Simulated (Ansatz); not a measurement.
# WS2: geometry relaxation (part 1 of 2)

- system: WS2 (P-6m2, 3 atoms in the cell)
- method: DFT PBE+D3(BJ), scalar-relativistic, plane waves, PAW, no spin polarisation (Ansatz 0.2.0)

The structure derives from a Materials Project entry. It belongs to a series of runs on one base structure; here: relaxed at 25 GPa. Figures and captions count atoms from 1; the log counts them from 0 in places.

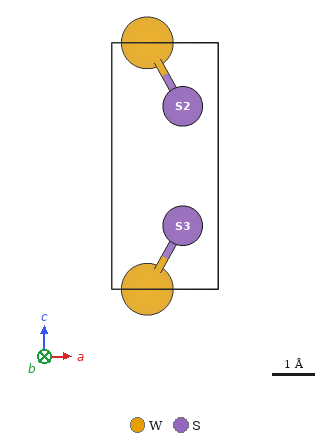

The structure as given in the input (ball-and-stick view of the cell of the calculation, along the b axis; atoms are numbered from 1 in the order of the input). Near neighbours in the crystal (not all of them lie inside the picture): W has 6 S at 2.31 Å and 6 W at 2.98 Å; S has 3 W at 2.31 Å.

### The input
```yaml
crystal:
  lattice:
    - [2.9806826944, 0.0, 0.0]
    - [-1.4903413472, 2.581346934, 0.0]
    - [0.0, 0.0, 5.9873885731]
  atoms:
    - { symbol: W, position: [0.3333333333, 0.6666666667, 0.0] }
    - { symbol: S, position: [0.6666666667, 0.3333333333, 0.7422781207] }
    - { symbol: S, position: [0.6666666667, 0.3333333333, 0.2577218793] }
basis:
  ecutwfc: 420
kpoints:
  mp_grid: { grid: [12, 12, 6] }
hamiltonian:
  xc: pbe
  dispersion: d3bj
scf:
  occupations: { method: gaussian, width: 0.02 }
output:
  forces: true
  stress: true
  eigenvalues: true
  write_density: true
  write_potential: true
  elf: true
  volumetric_format: npy
relax:
  adjacent_minimum: "off"
  f_tol: 0.008
  max_steps: 50
  cell: { stress_tol: 0.08, p_target: 25.0 }
```

Run on 1 thread of Intel Xeon (Granite Rapids), 32 GiB of memory available, shared host.

Run as:
```bash
ansatz run input.yaml --threads 1 --pin off --max-ram 2560MiB --backend cpu --events-out ev --progress --plain --runs-dir out
```

### Output
```
Engine: ansatz 0.2.0, x86_64-unknown-linux-gnu
Pseudopotentials: kind: paw
Pseudopotential: W, paw, valence charge 14, recommended cutoff 420 eV (normal), W.paw.azcp
Pseudopotential: S, paw, valence charge 6, recommended cutoff 420 eV (normal), S.paw.azcp
Functional definition: PBE
  parameter kappa = 0.804
  parameter beta = 0.06672455060314922
  exchange = pbe_x(kappa = kappa, mu = beta*pi^2/3)
  correlation = pbe_c(beta = beta)
Crystal: 3 atoms, lattice volume = 46.068 Å³
Basis set: ecut = 420 eV, 861 PW (Γ), exchange–correlation on 40×40×90 points (8 copies of the dense FFT grid, shifted against one another)
Bands: 17, of which v1, the nominal top of the filled ones, is band 13 counted from 1 (12 counted from 0)
Symmetry: 12 space group operations
Space group: P-6m2 (ITA 187), of the structure as read, at distance tolerance 3.6e-5 Å
k-points: 76 of 864 (time reversal used)
Non-local potential: W, projectors of the file, l = 0: 3, l = 1: 2, l = 2: 2, l = 3: 1
Non-local potential: S, projectors of the file, l = 0: 2, l = 1: 2, l = 2: 2
PAW form: soft (Blöchl's): semilocal exchange-correlation on the pseudo side does not see the compensation charge
PAW one-centre angular grid: W, 590 points (default); XC on 64 Gauss nodes
PAW one-centre angular grid: S, 110 points (default); XC on 64 Gauss nodes
Initial density: superposition of atomic densities (neutral atoms: chi_scale 0, normalization atom), corrected by the library's trained network
Initial wavefunctions: pseudopotential atomic-orbital guess
Functional: x = pbe(κ = 0.804, μ = 0.2195149727645171), c = pbe(β = 0.06672455060314922)
SCF iter   1: F=—  HF=-12191.823205 eV  |F-HF|=—  |Δ(HF+E_count)|=         —  Δρ=7.42e-3  dr2=1.25e-2  ethr=1.77e-3  ⟨swp⟩=6.1  Hψ=7724  notcnv=0
preconditioner: auto → none  [insulator: Δε(μ)=0.601 eV  Ē_g=9.702 eV  σ=0.020 eV  W_gap=1.00  n_scr=10 (ndim 8)  ℏωp=23.2 eV  f_vac=0.013  D(μ)=0.00/eV (n_scr^D=0)  ε∞_Penn≈6.7]
SCF iter   2: F=—  HF=-12191.821671 eV  |F-HF|=—  |Δ(HF+E_count)|=   1.53e-3  Δρ=3.60e-3  dr2=2.77e-3  ethr=4.80e-5  ⟨swp⟩=2.3  Hψ=2618  notcnv=0
SCF iter   3: F=—  HF=-12191.823837 eV  |F-HF|=—  |Δ(HF+E_count)|=   2.17e-3  Δρ=2.12e-3  dr2=5.38e-3  ethr=1.07e-5  ⟨swp⟩=2.2  Hψ=2282  notcnv=0
SCF iter   4: F=—  HF=-12191.823337 eV  |F-HF|=—  |Δ(HF+E_count)|=   5.00e-4  Δρ=8.95e-4  dr2=7.21e-4  ethr=1.07e-5  ⟨swp⟩=2.2  Hψ=2116  notcnv=0
SCF iter   5: F=—  HF=-12191.823313 eV  |F-HF|=—  |Δ(HF+E_count)|=   2.42e-5  Δρ=2.54e-4  dr2=3.17e-5  ethr=2.77e-6  ⟨swp⟩=2.1  Hψ=1600  notcnv=0
SCF iter   6: F=—  HF=-12191.823305 eV  |F-HF|=—  |Δ(HF+E_count)|=   8.29e-6  Δρ=3.45e-5  dr2=2.06e-7  ethr=1.22e-7  ⟨swp⟩=2.1  Hψ=1741  notcnv=0
SCF iter   7: F=-12191.823305 eV  HF=-12191.823305 eV  |F-HF|=4.72e-9  |Δ(HF+E_count)|=   2.50e-7  Δρ=5.27e-6  dr2=1.10e-8  ethr=3.85e-10  ⟨swp⟩=11.1  Hψ=10319  notcnv=0
SCF 1 converged in 7 iterations: F = -12191.823305 eV  dr2 = 1.10e-8
  greatest PAW one-centre occupation: 0.999 electrons in one spin orbital (limit 2), on the W atom at site 0 (counted from 0), in its partial waves of l = 0
relax step   1: F+E_penalty+E_count = -12191.82330513 eV  Δ(F+E_penalty+E_count) = +0.000e0 eV  max|allowed force component| = 1.585e0 eV/Å  Δτ_max = 0.0000 Å  P = +32.519 GPa  Ω = 46.068 Å³  (7 SCF iters, dr2 threshold 1.00e-7 eV, accepted)
Crystal: 3 atoms, lattice volume = 44.062 Å³
Basis set: ecut = 420 eV, 835 PW (Γ), exchange–correlation on 40×40×90 points (8 copies of the dense FFT grid, shifted against one another)
Initial density: handed on by an earlier stage of this run
Initial wavefunctions: those handed on with the density
iter 1 solved again at ethr=1.86e-4 eV; its pass at ethr=3.10e-3 eV (dr2=4.85e-2 eV) is discarded
SCF iter   1: F=—  HF=-12191.459843 eV  |F-HF|=—  |Δ(HF+E_count)|=         —  Δρ=1.14e-2  dr2=4.87e-2  ethr=1.86e-4  ⟨swp⟩=1.3  Hψ=8541  notcnv=0
preconditioner: auto → none  [insulator: Δε(μ)=0.045 eV  Ē_g=9.526 eV  σ=0.020 eV  W_gap=0.82  n_scr=10 (ndim 8)  ℏωp=23.7 eV  f_vac=0.000  D(μ)=0.26/eV (n_scr^D=0)  ε∞_Penn≈7.2]
SCF iter   2: F=—  HF=-12191.448695 eV  |F-HF|=—  |Δ(HF+E_count)|=   1.11e-2  Δρ=5.11e-3  dr2=1.15e-2  ethr=1.86e-4  ⟨swp⟩=2.0  Hψ=2117  notcnv=0
SCF iter   3: F=—  HF=-12191.447562 eV  |F-HF|=—  |Δ(HF+E_count)|=   1.13e-3  Δρ=2.04e-3  dr2=1.21e-3  ethr=4.42e-5  ⟨swp⟩=2.6  Hψ=2150  notcnv=0
SCF iter   4: F=—  HF=-12191.447542 eV  |F-HF|=—  |Δ(HF+E_count)|=   2.05e-5  Δρ=3.30e-4  dr2=6.59e-5  ethr=4.64e-6  ⟨swp⟩=2.3  Hψ=1850  notcnv=0
SCF iter   5: F=—  HF=-12191.447552 eV  |F-HF|=—  |Δ(HF+E_count)|=   1.05e-5  Δρ=3.72e-5  dr2=3.98e-7  ethr=2.54e-7  ⟨swp⟩=2.2  Hψ=1721  notcnv=0
SCF iter   6: F=-12191.447552 eV  HF=-12191.447552 eV  |F-HF|=1.24e-8  |Δ(HF+E_count)|=   1.22e-7  Δρ=8.81e-6  dr2=1.11e-8  ethr=1.15e-9  ⟨swp⟩=11.2  Hψ=10207  notcnv=0
SCF 2 converged in 6 iterations: F = -12191.447552 eV  dr2 = 1.11e-8
  greatest PAW one-centre occupation: 1.000 electrons in one spin orbital (limit 2), on the W atom at site 0 (counted from 0), in its partial waves of l = 0
relax step   2: F+E_penalty+E_count = -12191.44755211 eV  Δ(F+E_penalty+E_count) = +3.758e-1 eV  max|allowed force component| = 1.321e0 eV/Å  Δτ_max = 0.1307 Å  P = +30.134 GPa  Ω = 44.062 Å³  energy of the carried Pulay correction = +4.986e-4 eV  (6 SCF iters, dr2 threshold 3.00e-7 eV, rejected (line search))
Crystal: 3 atoms, lattice volume = 46.448 Å³
Basis set: ecut = 420 eV, 873 PW (Γ), exchange–correlation on 40×40×90 points (8 copies of the dense FFT grid, shifted against one another)
iter 1 solved again at ethr=1.55e-4 eV; its pass at ethr=3.10e-3 eV (dr2=4.04e-2 eV) is discarded
SCF iter   1: F=—  HF=-12191.971289 eV  |F-HF|=—  |Δ(HF+E_count)|=         —  Δρ=7.50e-3  dr2=4.13e-2  ethr=1.55e-4  ⟨swp⟩=1.4  Hψ=8415  notcnv=0
preconditioner: auto → none  [insulator: Δε(μ)=0.493 eV  Ē_g=9.445 eV  σ=0.020 eV  W_gap=1.00  n_scr=10 (ndim 8)  ℏωp=23.1 eV  f_vac=0.022  D(μ)=0.00/eV (n_scr^D=0)  ε∞_Penn≈7.0]
SCF iter   2: F=—  HF=-12191.972855 eV  |F-HF|=—  |Δ(HF+E_count)|=   1.57e-3  Δρ=6.62e-3  dr2=6.30e-2  ethr=1.55e-4  ⟨swp⟩=3.0  Hψ=2310  notcnv=0
SCF iter   3: F=—  HF=-12191.965553 eV  |F-HF|=—  |Δ(HF+E_count)|=   7.30e-3  Δρ=3.31e-3  dr2=1.34e-2  ethr=1.55e-4  ⟨swp⟩=2.9  Hψ=2266  notcnv=0
SCF iter   4: F=—  HF=-12191.963983 eV  |F-HF|=—  |Δ(HF+E_count)|=   1.57e-3  Δρ=1.40e-3  dr2=1.28e-3  ethr=5.13e-5  ⟨swp⟩=2.1  Hψ=1938  notcnv=0
SCF iter   5: F=—  HF=-12191.964003 eV  |F-HF|=—  |Δ(HF+E_count)|=   1.98e-5  Δρ=2.81e-4  dr2=3.30e-5  ethr=4.91e-6  ⟨swp⟩=2.2  Hψ=1732  notcnv=0
SCF iter   6: F=—  HF=-12191.964052 eV  |F-HF|=—  |Δ(HF+E_count)|=   4.89e-5  Δρ=4.32e-5  dr2=1.07e-6  ethr=1.27e-7  ⟨swp⟩=2.2  Hψ=1815  notcnv=0
SCF iter   7: F=—  HF=-12191.964053 eV  |F-HF|=—  |Δ(HF+E_count)|=   1.48e-6  Δρ=7.68e-6  dr2=2.70e-8  ethr=4.11e-9  ⟨swp⟩=2.1  Hψ=1891  notcnv=0
SCF iter   8: F=—  HF=-12191.964053 eV  |F-HF|=—  |Δ(HF+E_count)|=   2.66e-8  Δρ=1.20e-6  dr2=3.25e-10  ethr=1.04e-10  ⟨swp⟩=2.0  Hψ=2113  notcnv=0
SCF iter   9: F=-12191.964053 eV  HF=-12191.964053 eV  |F-HF|=5.46e-12  |Δ(HF+E_count)|=  7.04e-10  Δρ=1.04e-7  dr2=4.14e-12  ethr=1.00e-12  ⟨swp⟩=7.6  Hψ=6892  notcnv=0
SCF 3 converged in 9 iterations: F = -12191.964053 eV  dr2 = 4.14e-12
relax step   3: F+E_penalty+E_count = -12191.96405334 eV  Δ(F+E_penalty+E_count) = -1.407e-1 eV  max|allowed force component| = 5.980e-2 eV/Å  Δτ_max = 0.0506 Å  P = +23.394 GPa  Ω = 46.448 Å³  energy of the carried Pulay correction = -9.191e-5 eV  (9 SCF iters, accepted)
Crystal: 3 atoms, lattice volume = 46.100 Å³
Basis set: ecut = 420 eV, 859 PW (Γ), exchange–correlation on 40×40×90 points (8 copies of the dense FFT grid, shifted against one another)
iter 1 solved again at ethr=4.83e-6 eV; its pass at ethr=3.10e-3 eV (dr2=1.26e-3 eV) is discarded
SCF iter   1: F=—  HF=-12191.911576 eV  |F-HF|=—  |Δ(HF+E_count)|=         —  Δρ=7.23e-4  dr2=1.23e-3  ethr=4.83e-6  ⟨swp⟩=2.4  Hψ=7940  notcnv=0
preconditioner: auto → none  [insulator: Δε(μ)=0.427 eV  Ē_g=9.480 eV  σ=0.020 eV  W_gap=1.00  n_scr=10 (ndim 8)  ℏωp=23.2 eV  f_vac=0.007  D(μ)=0.00/eV (n_scr^D=0)  ε∞_Penn≈7.0]
SCF iter   2: F=—  HF=-12191.911375 eV  |F-HF|=—  |Δ(HF+E_count)|=   2.00e-4  Δρ=2.88e-4  dr2=5.43e-5  ethr=4.73e-6  ⟨swp⟩=2.0  Hψ=1799  notcnv=0
SCF iter   3: F=—  HF=-12191.911397 eV  |F-HF|=—  |Δ(HF+E_count)|=   2.19e-5  Δρ=1.10e-4  dr2=5.70e-6  ethr=2.09e-7  ⟨swp⟩=2.0  Hψ=1846  notcnv=0
iter 4 did not close the SCF: its close was put off for the readings that it lacked (scf_convergence_deferred on its scf_iter line)
SCF iter   4: F=-12191.911398 eV  HF=-12191.911398 eV  |F-HF|=1.35e-7  |Δ(HF+E_count)|=   3.94e-7  Δρ=3.06e-5  dr2=2.50e-7  ethr=2.19e-8  ⟨swp⟩=2.6  Hψ=1921  notcnv=0
iter 5 did not close the SCF: its close was put off for the readings that it lacked (scf_convergence_deferred on its scf_iter line)
SCF iter   5: F=-12191.911398 eV  HF=-12191.911398 eV  |F-HF|=1.78e-9  |Δ(HF+E_count)|=   1.67e-7  Δρ=3.08e-6  dr2=3.91e-9  ethr=9.63e-10  ⟨swp⟩=2.1  Hψ=1846  notcnv=0
SCF iter   6: F=-12191.911398 eV  HF=-12191.911398 eV  |F-HF|=1.46e-11  |Δ(HF+E_count)|=   3.76e-9  Δρ=4.28e-7  dr2=9.70e-11  ethr=1.50e-11  ⟨swp⟩=6.2  Hψ=7962  notcnv=0
SCF 4 converged in 6 iterations: F = -12191.911398 eV  dr2 = 9.70e-11
relax step   4: F+E_penalty+E_count = -12191.91139775 eV  Δ(F+E_penalty+E_count) = +5.266e-2 eV  max|allowed force component| = 1.457e-2 eV/Å  Δτ_max = 0.0033 Å  P = +25.041 GPa  Ω = 46.100 Å³  energy of the carried Pulay correction = -7.727e-6 eV  (6 SCF iters, dr2 threshold 3.00e-7 eV, accepted)
Crystal: 3 atoms, lattice volume = 46.125 Å³
iter 1 solved again at ethr=5.78e-8 eV; its pass at ethr=3.10e-3 eV (dr2=1.50e-5 eV) is discarded
SCF iter   1: F=—  HF=-12191.915353 eV  |F-HF|=—  |Δ(HF+E_count)|=         —  Δρ=1.38e-4  dr2=1.60e-5  ethr=5.78e-8  ⟨swp⟩=3.1  Hψ=8347  notcnv=0
preconditioner: auto → none  [insulator: Δε(μ)=0.417 eV  Ē_g=9.483 eV  σ=0.020 eV  W_gap=1.00  n_scr=10 (ndim 8)  ℏωp=23.2 eV  f_vac=0.007  D(μ)=0.00/eV (n_scr^D=0)  ε∞_Penn≈7.0]
SCF iter   2: F=—  HF=-12191.915384 eV  |F-HF|=—  |Δ(HF+E_count)|=   3.15e-5  Δρ=5.64e-5  dr2=1.04e-6  ethr=5.78e-8  ⟨swp⟩=2.2  Hψ=1734  notcnv=0
SCF iter   3: F=—  HF=-12191.915384 eV  |F-HF|=—  |Δ(HF+E_count)|=   1.29e-7  Δρ=2.11e-5  dr2=2.62e-7  ethr=4.02e-9  ⟨swp⟩=2.0  Hψ=1923  notcnv=0
iter 4 did not close the SCF: its close was put off for the readings that it lacked (scf_convergence_deferred on its scf_iter line)
SCF iter   4: F=-12191.915384 eV  HF=-12191.915384 eV  |F-HF|=2.69e-9  |Δ(HF+E_count)|=   1.84e-8  Δρ=6.48e-6  dr2=6.89e-9  ethr=1.01e-9  ⟨swp⟩=2.0  Hψ=1698  notcnv=0
iter 5 did not close the SCF: its close was put off for the readings that it lacked (scf_convergence_deferred on its scf_iter line)
SCF iter   5: F=-12191.915384 eV  HF=-12191.915384 eV  |F-HF|=5.46e-11  |Δ(HF+E_count)|=   3.13e-9  Δρ=7.33e-7  dr2=1.12e-10  ethr=2.65e-11  ⟨swp⟩=2.6  Hψ=1970  notcnv=0
SCF iter   6: F=-12191.915384 eV  HF=-12191.915384 eV  |F-HF|=1.82e-12  |Δ(HF+E_count)|=  8.19e-11  Δρ=8.73e-8  dr2=1.42e-12  ethr=1.00e-12  ⟨swp⟩=5.1  Hψ=6963  notcnv=0
SCF 5 converged in 6 iterations: F = -12191.915384 eV  dr2 = 1.42e-12
relax step   5: F+E_penalty+E_count = -12191.91538433 eV  Δ(F+E_penalty+E_count) = -3.987e-3 eV  max|allowed force component| = 3.803e-3 eV/Å  Δτ_max = 0.0005 Å  P = +25.009 GPa  Ω = 46.125 Å³  energy of the carried Pulay correction = -1.381e-5 eV  (6 SCF iters, dr2 threshold 2.12e-7 eV, accepted)
Basis set: ecut = 420 eV, 859 PW (Γ), exchange–correlation on 40×40×80 points (8 copies of the dense FFT grid, shifted against one another)
Initial wavefunctions: pseudopotential atomic-orbital guess (no wavefunctions were taken with the density)
iter 1 solved again at ethr=3.88e-7 eV; its pass at ethr=3.10e-3 eV (dr2=1.01e-4 eV) is discarded
SCF iter   1: F=—  HF=-12191.915411 eV  |F-HF|=—  |Δ(HF+E_count)|=         —  Δρ=4.53e-5  dr2=2.36e-8  ethr=3.88e-7  ⟨swp⟩=3.1  Hψ=11150  notcnv=0
eigensolver tolerance schedule: the retry pair's looser diagonalisation over-reported the residual by 4270.97 of it (diagonalisation noise at 1.15 of the residual, at the tolerance the schedule requests for it); recorded, not acted on — ethr = c·dr2/N_el stays at c = 1.0e-1
preconditioner: auto → none  [insulator: Δε(μ)=0.416 eV  Ē_g=9.483 eV  σ=0.020 eV  W_gap=1.00  n_scr=10 (ndim 8)  ℏωp=23.2 eV  f_vac=0.006  D(μ)=0.00/eV (n_scr^D=0)  ε∞_Penn≈7.0]
SCF iter   2: F=—  HF=-12191.915387 eV  |F-HF|=—  |Δ(HF+E_count)|=   2.43e-5  Δρ=2.26e-5  dr2=6.07e-9  ethr=9.08e-11  ⟨swp⟩=3.5  Hψ=2944  notcnv=0
SCF iter   3: F=—  HF=-12191.915389 eV  |F-HF|=—  |Δ(HF+E_count)|=   2.33e-6  Δρ=3.53e-6  dr2=1.21e-9  ethr=2.33e-11  ⟨swp⟩=2.0  Hψ=1910  notcnv=0
SCF iter   4: F=—  HF=-12191.915389 eV  |F-HF|=—  |Δ(HF+E_count)|=   5.13e-8  Δρ=6.51e-7  dr2=1.36e-10  ethr=4.65e-12  ⟨swp⟩=2.0  Hψ=1843  notcnv=0
iter 5 did not close the SCF: its close was put off for the readings that it lacked (scf_convergence_deferred on its scf_iter line)
SCF iter   5: F=-12191.915389 eV  HF=-12191.915389 eV  |F-HF|=1.82e-12  |Δ(HF+E_count)|=   1.29e-9  Δρ=2.27e-7  dr2=1.61e-11  ethr=1.00e-12  ⟨swp⟩=1.8  Hψ=1625  notcnv=0
SCF iter   6: F=-12191.915389 eV  HF=-12191.915389 eV  |F-HF|=1.82e-12  |Δ(HF+E_count)|=  5.46e-12  Δρ=3.90e-8  dr2=3.19e-13  ethr=1.00e-12  ⟨swp⟩=5.0  Hψ=6113  notcnv=0
SCF 6 converged in 6 iterations: F = -12191.915389 eV  dr2 = 3.19e-13
relax step   6: F+E_penalty+E_count = -12191.91538942 eV  Δ(F+E_penalty+E_count) = -5.083e-6 eV  max|allowed force component| = 3.801e-3 eV/Å  Δτ_max = 0.0000 Å  P = +25.007 GPa  Ω = 46.125 Å³  stress off target by 5.39e-2 GPa  SCF on the basis re-selected at this cell (its energy is not comparable with the rows above)  (6 SCF iters)
```
